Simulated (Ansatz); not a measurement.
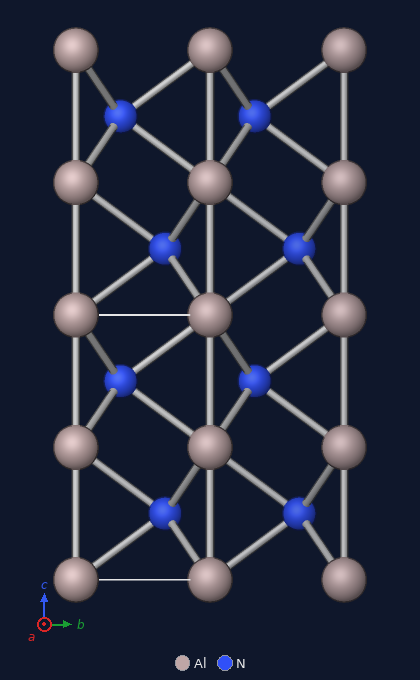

Projection along an edge of the hexagonal mesh, stacking direction c upwards. Every atom sits on one of the three columns of the mesh; call them A, B, C in the order in which they first turn up. The sequence starts with the first layer at or above the cell's origin.

AlN (space group P6_3/mmc, No. 194): the input geometry of an electronic-structure calculation (not necessarily at equilibrium); the starting structure was generated, so it need not be a known form of this composition.

Read off the stacking sequence over one period.

Al(A) – N(B) – Al(A) – N(C) (four layers in 4.88 Å).

How are the N layers alone stacked?

N layers alone: BC, the hexagonal close-packed type.

Which positions between or in the N layers do the other atoms fill?

Al: two octahedral sites, counted in one hexagonal cell.
